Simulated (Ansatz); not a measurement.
## A defect in a wire: Ir wire along [110], 3 atoms a period, Ag in place of one Ir

What does the defect do to the conductance?

Method: DFT PBE, plane waves, PAW; relaxation of a wire's period, in the first sound run; inputs show where later runs differ, in Ansatz 0.2.0.

## Step 1: The structure

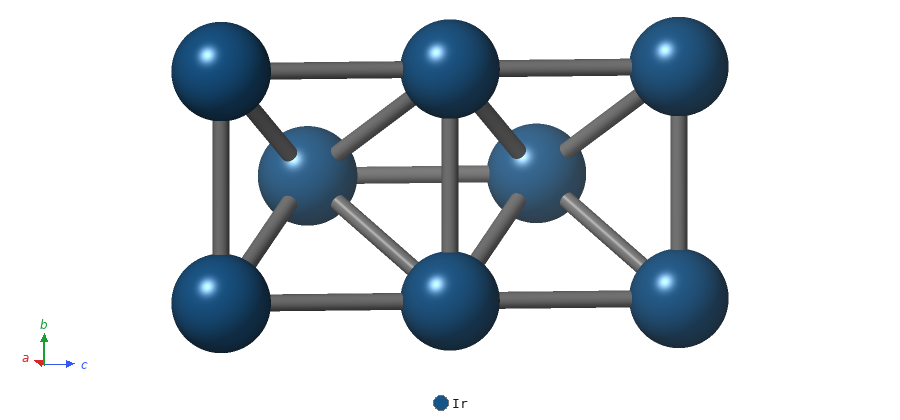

The starting structure, seen from the side, with the c axis across the page (iridium blue). 1×1×2 cells are drawn. Some periodic images of atoms are drawn too.

The cell holds 3 atoms: 3 Ir. Cell: a = 8.735 Å, b = 9.537 Å, c = 2.737 Å, α = 90.0°, β = 90.0°, γ = 90.0°. Vacuum lies along a and b. The structure's axis is c.

## Step 2: Relaxing the period

Band widths follow the bond lengths, so the wire is relaxed first. The atoms and the third cell vector are free; the box across stays fixed as vacuum. Moments are seeded so that a magnetic state can form if it lies lower. A Fermi-Dirac smearing is set since the result may be a metal. The pressure printed is a third of the stress's trace over the whole box, vacuum included; only the stress along the axis is relaxed.

input.yaml

```yaml
crystal:
  lattice:
    - [8.735, 0.0, 0.0]
    - [0.0, 9.537, 0.0]
    - [0.0, 0.0, 2.7365032432]
  atoms:
    - { symbol: Ir, position: [0.389238695, 0.356506239, 0.0], spin: 0.8 }
    - { symbol: Ir, position: [0.610761305, 0.499973956, 0.5], spin: 0.8 }
    - { symbol: Ir, position: [0.389238695, 0.643441674, 0.0], spin: 0.8 }
magnetization:
  spin_polarized: true
kpoints:
  mp_grid: { grid: [1, 1, 30] }
scf:
  occupations: { method: fermi_dirac, width: 0.05 }
hamiltonian:
  xc: pbe
relax:
  cell: { fix: [a, b, alpha, beta, gamma] }
  max_steps: 60
```

On the command line:

```
ansatz run input.yaml --threads 4 --pin off --max-ram 16384MiB --backend cpu --events-out ev --progress --plain --runs-dir out
```

Numbers of over 12 decimals in the logs are rounded to 6 here.

Log:

```text
Engine: ansatz 0.2.0, aarch64-unknown-linux-gnu
Pseudopotentials: kind: paw
Pseudopotential: Ir, paw, valence charge 17, recommended cutoff 420 eV (normal), Ir.paw.azcp
Functional definition: PBE
  parameter kappa = 0.804
  parameter beta = 0.066725
  exchange = pbe_x(kappa = kappa, mu = beta*pi^2/3)
  correlation = pbe_c(beta = beta)
Crystal: 3 atoms, lattice volume = 227.966 Å³
Basis set: ecut = 420 eV, 4483 PW (Γ), exchange–correlation on 120×128×40 points (8 copies of the dense FFT grid, shifted against one another)
Bands: 33, of which v1, the nominal top of the filled ones, is band 26 counted from 1 (25 counted from 0)
Symmetry: 4 space group operations
Space group: Pmm2 (ITA 25), of the structure as read, at distance tolerance 6.1e-5 Å
Magnetic group: BNS 25.57 (UNI 155), of the structure as read, at distance tolerance 6.1e-5 Å
k-points: 16 of 30
Non-local potential: Ir, projectors of the file, l = 0: 3, l = 1: 2, l = 2: 2, l = 3: 1
PAW form: soft (Blöchl's): semilocal exchange-correlation on the pseudo side does not see the compensation charge
PAW one-centre angular grid: Ir, 590 points (default); XC on 64 Gauss nodes
Initial density: superposition of atomic densities (neutral atoms: chi_scale 0, normalization atom)
Starting moments: Σ|m| = 2.4 μB on 3 of 3 sites
Initial wavefunctions: pseudopotential atomic-orbital guess
Functional: x = pbe(κ = 0.804, μ = 0.219515), c = pbe(β = 0.066725)
SCF iter   1: F=—  HF=-35797.259529 eV  |F-HF|=—  |Δ(HF+E_count)|=         —  Δρ=1.41e-2 (↑1.19e-2 ↓1.41e-2)  dr2=3.10e0  dr2_m=4.08e-2  M=2.254 μB ∫|m|=2.260 μB  β_m=0.30  ethr=3.10e-3  ⟨swp⟩=6.9  Hψ=4540  notcnv=0
Mixer restart at iter 1: flushing history
preconditioner: auto → LDOS  [metal: Δε(μ)=0.010 eV  Ē_g=4.973 eV  σ=0.050 eV  W_gap=0.05  n_scr=30 (ndim 8)  ℏωp=12.8 eV  f_vac=0.603  D(μ)=10.84/eV (n_scr^D=98)]
spin=Collinear: LDOS preconditioning applied to the charge; magnetization (m = ρ↑ − ρ↓) channel mixes plain (no charge-response kernel on spin).
SCF iter   2: F=—  HF=-35797.253290 eV  |F-HF|=—  |Δ(HF+E_count)|=   6.24e-3  Δρ=8.50e-3 (↑7.67e-3 ↓8.50e-3)  dr2=6.55e-1  dr2_m=2.57e-2  M=2.258 μB ∫|m|=2.267 μB  β_m=0.41  ethr=3.10e-3  ⟨swp⟩=2.0  Hψ=1913  notcnv=0  defer=19
SCF iter   3: F=—  HF=-35797.547884 eV  |F-HF|=—  |Δ(HF+E_count)|=   2.95e-1  Δρ=4.23e-3 (↑3.85e-3 ↓4.23e-3)  dr2=7.34e-2  dr2_m=8.64e-3  M=2.254 μB ∫|m|=2.276 μB  β_m=0.69  ethr=1.28e-3  ⟨swp⟩=2.0  Hψ=1700  notcnv=0  defer=19
SCF iter   4: F=—  HF=-35797.686121 eV  |F-HF|=—  |Δ(HF+E_count)|=         —  Δρ=2.30e-3 (↑1.70e-3 ↓2.30e-3)  dr2=1.41e-2  dr2_m=6.20e-3  M=2.170 μB ∫|m|=2.214 μB  β_m=0.69  ethr=1.44e-4  ⟨swp⟩=2.7  Hψ=1903  notcnv=0  defer=20
SCF iter   5: F=—  HF=-35797.688421 eV  |F-HF|=—  |Δ(HF+E_count)|=   2.30e-3  Δρ=1.13e-3 (↑8.14e-4 ↓1.13e-3)  dr2=1.18e-3  dr2_m=1.69e-3  M=2.188 μB ∫|m|=2.235 μB  β_m=0.84  ethr=2.77e-5  ⟨swp⟩=2.2  Hψ=1757  notcnv=0  defer=21
SCF iter   6: F=—  HF=-35797.690649 eV  |F-HF|=—  |Δ(HF+E_count)|=   2.23e-3  Δρ=3.92e-4 (↑2.77e-4 ↓3.92e-4)  dr2=5.08e-4  dr2_m=1.48e-4  M=2.214 μB ∫|m|=2.264 μB  β_m=0.81  ethr=2.31e-6  ⟨swp⟩=2.4  Hψ=2227  notcnv=0  defer=21
SCF iter   7: F=—  HF=-35797.690716 eV  |F-HF|=—  |Δ(HF+E_count)|=   6.66e-5  Δρ=2.53e-4 (↑2.53e-4 ↓2.17e-4)  dr2=4.64e-5  dr2_m=1.04e-4  M=2.238 μB ∫|m|=2.290 μB  β_m=0.91  ethr=9.96e-7  ⟨swp⟩=2.3  Hψ=1819  notcnv=0  defer=21
SCF iter   8: F=—  HF=-35797.690832 eV  |F-HF|=—  |Δ(HF+E_count)|=   1.17e-4  Δρ=1.34e-4 (↑1.34e-4 ↓1.13e-4)  dr2=3.65e-5  dr2_m=2.60e-5  M=2.275 μB ∫|m|=2.328 μB  β_m=0.91  ethr=9.10e-8  ⟨swp⟩=3.0  Hψ=2305  notcnv=0  defer=21
SCF iter   9: F=—  HF=-35797.690843 eV  |F-HF|=—  |Δ(HF+E_count)|=   1.03e-5  Δρ=6.86e-5 (↑6.17e-5 ↓6.86e-5)  dr2=1.62e-5  dr2_m=6.78e-6  M=2.298 μB ∫|m|=2.351 μB  β_m=0.92  ethr=7.15e-8  ⟨swp⟩=2.0  Hψ=1802  notcnv=0  defer=21
SCF iter  10: F=—  HF=-35797.690847 eV  |F-HF|=—  |Δ(HF+E_count)|=   4.68e-6  Δρ=3.62e-5 (↑3.62e-5 ↓3.46e-5)  dr2=2.39e-6  dr2_m=2.19e-6  M=2.311 μB ∫|m|=2.366 μB  β_m=0.96  ethr=3.18e-8  ⟨swp⟩=2.4  Hψ=1852  notcnv=0  defer=21
SCF iter  11: F=—  HF=-35797.690849 eV  |F-HF|=—  |Δ(HF+E_count)|=   1.72e-6  Δρ=1.94e-5 (↑1.94e-5 ↓1.20e-5)  dr2=1.15e-6  dr2_m=3.92e-7  M=2.318 μB ∫|m|=2.373 μB  β_m=0.97  ethr=4.68e-9  ⟨swp⟩=2.2  Hψ=1906  notcnv=0  defer=21
SCF iter  12: F=—  HF=-35797.690849 eV  |F-HF|=—  |Δ(HF+E_count)|=   2.07e-7  Δρ=7.55e-6 (↑7.42e-6 ↓7.55e-6)  dr2=1.36e-7  dr2_m=9.08e-8  M=2.321 μB ∫|m|=2.376 μB  β_m=0.99  ethr=2.25e-9  ⟨swp⟩=2.4  Hψ=1868  notcnv=0  defer=21
SCF iter  13: F=—  HF=-35797.690849 eV  |F-HF|=—  |Δ(HF+E_count)|=   1.14e-7  Δρ=2.65e-6 (↑2.65e-6 ↓2.39e-6)  dr2=2.61e-8  dr2_m=8.38e-9  M=2.322 μB ∫|m|=2.377 μB  β_m=0.99  ethr=2.66e-10  ⟨swp⟩=2.0  Hψ=1819  notcnv=0  defer=21
SCF iter  14: F=-35797.690849 eV  HF=-35797.690849 eV  |F-HF|=7.73e-9  |Δ(HF+E_count)|=   1.25e-8  Δρ=1.30e-6 (↑9.98e-7 ↓1.30e-6)  dr2=1.09e-8  dr2_m=8.08e-10  M=2.322 μB ∫|m|=2.377 μB  ethr=5.12e-11  ⟨swp⟩=2.0  Hψ=3795  notcnv=0
SCF 1 converged in 14 iterations: F = -35797.690849 eV  dr2 = 1.09e-8
  greatest PAW one-centre occupation: 1.000 electrons in one spin orbital (limit 2), on the Ir atom at site 1 (counted from 0), in its partial waves of l = 0
relax step   1: F+E_penalty+E_count = -35797.69084944 eV  Δ(F+E_penalty+E_count) = +0.000e0 eV  max|allowed force component| = 2.908e0 eV/Å  Δτ_max = 0.0000 Å  P = -6.184 GPa  Ω = 227.966 Å³  fix = [a, b, alpha, beta, gamma]  reactions: a -4.018, b -5.122 GPa  (14 SCF iters, dr2 threshold 1.00e-7 eV, accepted)
Crystal: 3 atoms, lattice volume = 221.118 Å³
Basis set: ecut = 420 eV, 4355 PW (Γ), exchange–correlation on 120×128×40 points (8 copies of the dense FFT grid, shifted against one another)
Initial density: handed on by an earlier stage of this run
Starting moments: Σ|m| = 2.4 μB on 3 of 3 sites; this step starts from the density that it was given
Initial wavefunctions: those handed on with the density
iter 1 solved again at ethr=9.96e-4 eV; its pass at ethr=3.10e-3 eV (dr2=5.08e-1 eV) is discarded
SCF iter   1: F=—  HF=-35798.601282 eV  |F-HF|=—  |Δ(HF+E_count)|=         —  Δρ=1.49e-2 (↑1.49e-2 ↓1.43e-2)  dr2=5.21e-1  dr2_m=2.24e-1  M=1.140 μB ∫|m|=1.200 μB  β_m=0.30  ethr=9.96e-4  ⟨swp⟩=1.1  Hψ=5727  notcnv=0
preconditioner: auto → LDOS  [metal: Δε(μ)=0.035 eV  Ē_g=5.987 eV  σ=0.050 eV  W_gap=0.17  n_scr=30 (ndim 8)  ℏωp=13.0 eV  f_vac=0.650  D(μ)=5.16/eV (n_scr^D=26)]
spin=Collinear: LDOS preconditioning applied to the charge; magnetization (m = ρ↑ − ρ↓) channel mixes plain (no charge-response kernel on spin).
[...]
relax step   6: F+E_penalty+E_count = -35798.87598501 eV  Δ(F+E_penalty+E_count) = -1.786e-3 eV  max|allowed force component| = 2.288e-1 eV/Å  Δτ_max = 0.0221 Å  P = +0.442 GPa  Ω = 207.009 Å³  energy of the carried Pulay correction = +1.863e-3 eV  fix = [a, b, alpha, beta, gamma]  reactions: a +0.304, b +0.450 GPa  (12 SCF iters, dr2 threshold 3.00e-7 eV, accepted)
[...]
relax step   7: F+E_penalty+E_count = -35798.87839181 eV  Δ(F+E_penalty+E_count) = -2.407e-3 eV  max|allowed force component| = 2.408e-2 eV/Å  Δτ_max = 0.0087 Å  P = +0.055 GPa  Ω = 207.386 Å³  energy of the carried Pulay correction = +1.828e-3 eV  fix = [a, b, alpha, beta, gamma]  reactions: a -0.010, b +0.207 GPa  (9 SCF iters, dr2 threshold 3.00e-7 eV, accepted)
[...]
relax step   8: F+E_penalty+E_count = -35798.87848980 eV  Δ(F+E_penalty+E_count) = -9.799e-5 eV  max|allowed force component| = 9.034e-3 eV/Å  Δτ_max = 0.0037 Å  P = +0.044 GPa  Ω = 207.050 Å³  energy of the carried Pulay correction = +1.860e-3 eV  fix = [a, b, alpha, beta, gamma]  reactions: a -0.042, b +0.145 GPa  (11 SCF iters, dr2 threshold 3.62e-8 eV, accepted)
Basis set: ecut = 420 eV, 3999 PW (Γ), exchange–correlation on 120×128×36 points (8 copies of the dense FFT grid, shifted against one another)
Initial wavefunctions: pseudopotential atomic-orbital guess (no wavefunctions were taken with the density)
iter 1 solved again at ethr=3.85e-6 eV; its pass at ethr=3.10e-3 eV (dr2=1.97e-3 eV) is discarded
SCF iter   1: F=—  HF=-35798.874719 eV  |F-HF|=—  |Δ(HF+E_count)|=         —  Δρ=1.14e-4 (↑1.14e-4 ↓1.14e-4)  dr2=2.59e-5  dr2_m=2.84e-11  M=-0.000 μB ∫|m|=0.000 μB  β_m=0.65  ethr=3.85e-6  ⟨swp⟩=3.0  Hψ=7294  notcnv=0
eigensolver tolerance schedule: the retry pair's looser diagonalisation over-reported the residual by 74.93 of it (diagonalisation noise at 0.10 of the residual, at the tolerance the schedule requests for it); recorded, not acted on — ethr = c·dr2/N_el stays at c = 1.0e-1
preconditioner: auto → LDOS  [metal: Δε(μ)=0.047 eV  Ē_g=5.862 eV  σ=0.050 eV  W_gap=0.23  n_scr=16 (ndim 8)  ℏωp=13.4 eV  f_vac=0.625  D(μ)=5.89/eV (n_scr^D=36)]
spin=Collinear: LDOS preconditioning applied to the charge; magnetization (m = ρ↑ − ρ↓) channel mixes plain (no charge-response kernel on spin).
SCF iter   2: F=—  HF=-35798.874880 eV  |F-HF|=—  |Δ(HF+E_count)|=   1.62e-4  Δρ=3.67e-5 (↑3.67e-5 ↓3.67e-5)  dr2=1.83e-6  dr2_m=1.37e-11  M=-0.000 μB ∫|m|=0.000 μB  β_m=0.56  ethr=5.08e-8  ⟨swp⟩=2.9  Hψ=2072  notcnv=0
SCF iter   3: F=—  HF=-35798.874883 eV  |F-HF|=—  |Δ(HF+E_count)|=   2.54e-6  Δρ=1.10e-5 (↑1.10e-5 ↓1.10e-5)  dr2=5.02e-7  dr2_m=6.95e-12  M=-0.000 μB ∫|m|=0.000 μB  β_m=0.58  ethr=3.59e-9  ⟨swp⟩=2.0  Hψ=1494  notcnv=0
SCF iter   4: F=—  HF=-35798.874883 eV  |F-HF|=—  |Δ(HF+E_count)|=   2.43e-7  Δρ=3.66e-6 (↑3.66e-6 ↓3.62e-6)  dr2=6.52e-8  dr2_m=4.36e-12  M=-0.000 μB ∫|m|=0.000 μB  β_m=0.60  ethr=9.85e-10  ⟨swp⟩=2.0  Hψ=1457  notcnv=0
SCF iter   5: F=—  HF=-35798.874883 eV  |F-HF|=—  |Δ(HF+E_count)|=   3.47e-8  Δρ=1.26e-6 (↑1.26e-6 ↓1.24e-6)  dr2=1.22e-8  dr2_m=3.21e-12  M=-0.000 μB ∫|m|=0.000 μB  β_m=0.72  ethr=1.28e-10  ⟨swp⟩=2.0  Hψ=1508  notcnv=0
SCF iter   6: F=—  HF=-35798.874883 eV  |F-HF|=—  |Δ(HF+E_count)|=   7.89e-9  Δρ=2.68e-7 (↑2.68e-7 ↓2.47e-7)  dr2=7.94e-10  dr2_m=2.46e-12  M=-0.000 μB ∫|m|=0.000 μB  β_m=0.76  ethr=2.39e-11  ⟨swp⟩=2.0  Hψ=1485  notcnv=0
SCF iter   7: F=—  HF=-35798.874883 eV  |F-HF|=—  |Δ(HF+E_count)|=  9.53e-10  Δρ=9.96e-8 (↑9.96e-8 ↓8.34e-8)  dr2=8.81e-11  dr2_m=2.95e-12  M=-0.000 μB ∫|m|=0.000 μB  β_m=0.73  ethr=1.56e-12  ⟨swp⟩=2.2  Hψ=1675  notcnv=0
SCF iter   8: F=—  HF=-35798.874883 eV  |F-HF|=—  |Δ(HF+E_count)|=  2.18e-11  Δρ=5.08e-8 (↑4.71e-8 ↓5.08e-8)  dr2=9.39e-12  dr2_m=2.68e-12  M=-0.000 μB ∫|m|=0.000 μB  β_m=0.76  ethr=1.00e-12  ⟨swp⟩=2.0  Hψ=1371  notcnv=0
SCF iter   9: F=-35798.874883 eV  HF=-35798.874883 eV  |F-HF|=1.46e-11  |Δ(HF+E_count)|=  1.46e-11  Δρ=2.54e-8 (↑2.54e-8 ↓1.76e-8)  dr2=3.19e-12  dr2_m=5.41e-13  M=-0.000 μB ∫|m|=0.000 μB  ethr=1.00e-12  ⟨swp⟩=5.0  Hψ=4689  notcnv=0
the starting moments were not kept: the SCF closed with an absolute magnetisation of 3.5e-5 μB, where they sum to 2.4 μB in size (3 sites). That is at most 0.1 of that sum.
SCF 9 converged in 9 iterations: F = -35798.874883 eV  dr2 = 3.19e-12
relax step   9: F+E_penalty+E_count = -35798.87488312 eV  Δ(F+E_penalty+E_count) = +3.607e-3 eV  max|allowed force component| = 9.460e-3 eV/Å  Δτ_max = 0.0000 Å  P = +0.053 GPa  Ω = 207.050 Å³  fix = [a, b, alpha, beta, gamma]  reactions: a -0.036, b +0.149 GPa  stress off target by 4.50e-2 GPa on what of the cell is left free  SCF on the basis re-selected at this cell (its energy is not comparable with the rows above)  (9 SCF iters)
basis re-selected at this cell: Δ(F+E_penalty+E_count) = +3.607e-3 eV, ΔP = +0.008 GPa vs the last step (what re-selecting the basis moved, of the pressure what is left beyond the Pulay correction that the steps carried, after the strain that the cell walked since its last selection, with what the two solves' SCF thresholds leave and, on support functions, any second-order correction that the steps lacked; it is no measure of the basis error at this ecutwfc). The dense FFT grid was sized anew with the basis: this SCF ran on 60×64×18 points, the steps before it on 60×64×20, so part of this shift can come from that change (see relax.cell in the input reference). [rest of the remark cut]
SCF converged after 9 iterations
Magnetization: -0.0000 μB (25.5000 up, 25.5000 down)
Absolute magnetization: 0.0000 μB (∫|ρ↑−ρ↓|, with the PAW one-centre terms)
Spin contamination: 0.0000 ħ² per cell (⟨S²⟩ above its minimum at these occupations)
Per-site moments (μB) at R_I (Å): [(-1.2429316566388824e-5, 1.022728), (-1.8064537489701254e-6, 1.025236), (-1.242931656663356e-5, 1.022728)]
Free energy (F): -35798.874883 eV
Harris-Foulkes:  -35798.874883 eV  (|F-HF|=1.46e-11)
Internal energy: -35798.825936 eV  (E = F + TS)
E sigma→0 (E₀):  -35798.850410 eV
Entropy (-TS):   -0.048947 eV (-16.316 meV/atom)
Fermi energy:    1.015615 eV
--- Per-component energies (eV) ---
  E_band       = -1451.475587
  E_kinetic    = 1862.776705
  E_local      = -18549.598024  (includes V_loc(G=0)·N_el)
  E_nonlocal   = 224.925799
  E_hartree    = 8298.980430
  E_xc         = -795.859388
  E_vxc        = -888.961832  (∫ρ·V_xc dr)
  E_paw        = -27672.177117  (= ΣΔE_a)
  E_vpaw       = -698.579235  (= ΣTr[D̂ρ^β])
  E_aug_tail   = 0.000189  (compensation charges beyond the density's cutoff)
  E_ewald      = 832.125469
  E_smearing   = -0.048947  (= −TS)
  E_closure    = 0.000000  (closes the sum)
  Σ components = -35798.874883   (vs F -35798.874883, Δ=0.00e0)
--- Forces (eV/Å), atoms counted from 1 ---
  atom   1  Ir     0.00133729     0.00945987     0.00000000
  atom   2  Ir    -0.00267048     0.00000000     0.00000000
  atom   3  Ir     0.00133729    -0.00945987     0.00000000
  max |Σ_I F_I| component: 4.11e-6 eV/Å
--- Stress (GPa, compression-positive) ---
       -0.036325       0.000000       0.000000
        0.000000       0.149457       0.000000
        0.000000       0.000000       0.045045
  P = ⅓ Tr σ = 0.0527 GPa (0.527 kbar)
--- Relaxed structure (8 steps of the walk, 8 accepted, 1 SCFs on fresh bases) ---
  F+E_penalty+E_count = -35798.87488312 eV   max|allowed force component| = 9.460e-3 eV/Å   (the final SCF, on the basis selected at the relaxed cell)
  cell:  # Å, volume = 207.0498 Å³
    - [8.735, 0.0, 0.0]
    - [0.0, 9.537, 0.0]
    - [0.0, 0.0, 2.485422]
  atoms:
    - { symbol: Ir, position: [0.388449, 0.369989, 0.0] }
    - { symbol: Ir, position: [0.612340, 0.499974, 0.500000] }
    - { symbol: Ir, position: [0.388449, 0.629959, 0.0] }
```

Elapsed: 74 s, on 4 threads of Arm Neoverse V2, shared host; peak memory 0.6 GiB.

Step by step:

```csv
step,energy less that of the first step (eV),largest force component (eV/Å),pressure (GPa),volume (Å³)
1,0.0000,2.9083,-6.18,227.97
2,-0.8235,2.6897,2.14,221.12
3,-1.1334,0.6667,-1.34,212.14
4,-1.1829,0.2450,-0.19,207.89
5,-1.1833,0.1570,-0.14,208.01
6,-1.1851,0.2288,0.44,207.01
7,-1.1875,0.0241,0.06,207.39
8,-1.1876,0.0090,0.04,207.05
9*,-1.1840,0.0095,0.05,207.05
```

Relaxation steps marked * repeat the geometry before them on a plane-wave basis chosen anew for their cell, so energy and pressure can jump there.

Forces are held to the 4 operations that the run works with; a distortion that breaks them can't arise in this run.

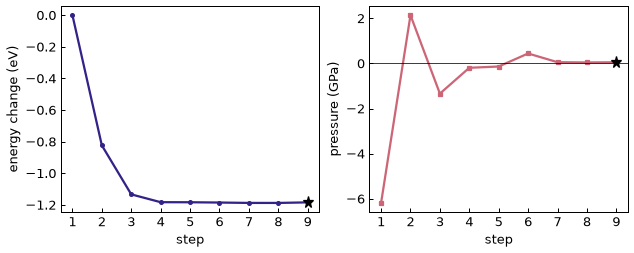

Energy and pressure along the relaxation. Stars mark steps on a basis chosen anew.

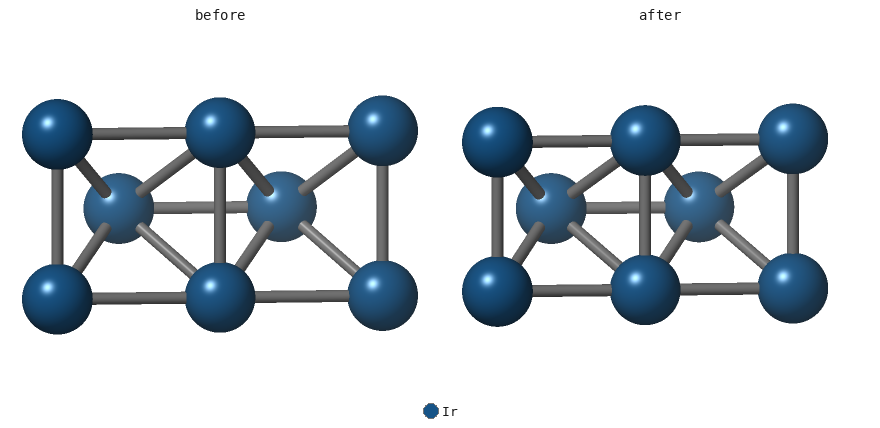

Before and after, at one scale.

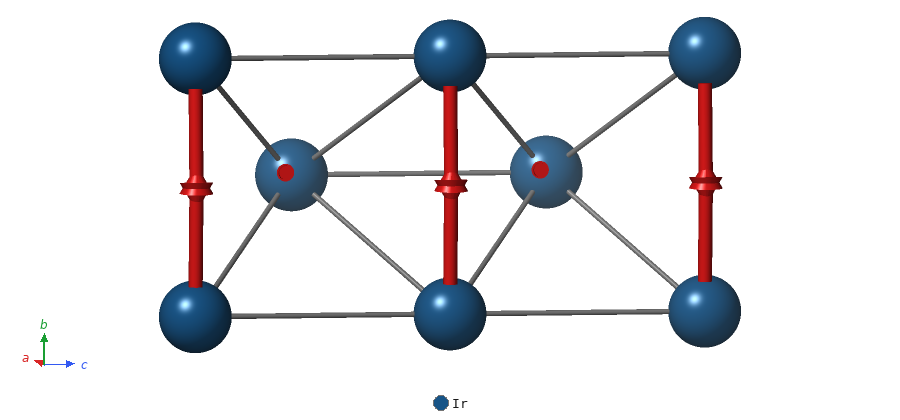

Displacements in the relaxation, exaggerated, measured against the changing cell; the longest in the cell stands for 0.13 Å. 1×1×2 cells are drawn. Some periodic images of atoms are drawn too.

```csv
cell as run,before,after,change
c (Å),2.737,2.485,-9.2 %
```

The atoms that moved most (Å, along periodic axes as changes of fractional coordinates times the final cell, across vacuum about the mean position):

```csv
atom,dx,dy,dz,length
Ir3,-0.007,-0.129,0.000,0.129
Ir1,-0.007,0.129,0.000,0.129
Ir2,0.014,0.000,0.000,0.014
```

The relaxed structure:

```cif
data_structure
_symmetry_space_group_name_H-M 'P 1'
_symmetry_Int_Tables_number 1
_cell_length_a 8.7350
_cell_length_b 9.5370
_cell_length_c 2.4854
_cell_angle_alpha 90.000
_cell_angle_beta 90.000
_cell_angle_gamma 90.000
_cell_volume 207.05
loop_
_atom_site_label
_atom_site_type_symbol
_atom_site_fract_x
_atom_site_fract_y
_atom_site_fract_z
_atom_site_occupancy
Ir1 Ir 0.38845 0.36999 0.00000 1
Ir2 Ir 0.61234 0.49997 0.50000 1
Ir3 Ir 0.38845 0.62996 0.00000 1
```

This step gave:

| Item | Value |
| --- | --- |
| energy at zero smearing | -35798.8504 eV |
| cell length along the wire | 2.485 Å |

The cell's length comes to 2.485 Å with no moment.

[end of part 1 of 3]

[Logs are printed without paths, hosts, clocks, repeated set-up lines and the standing remarks that a program may print on its own settings, such as how far it seeks lower states.]

[Hosts, paths, dates, database ids (printed as entryN), source tags and the programs' standing remarks are cut or masked in the printed files.]
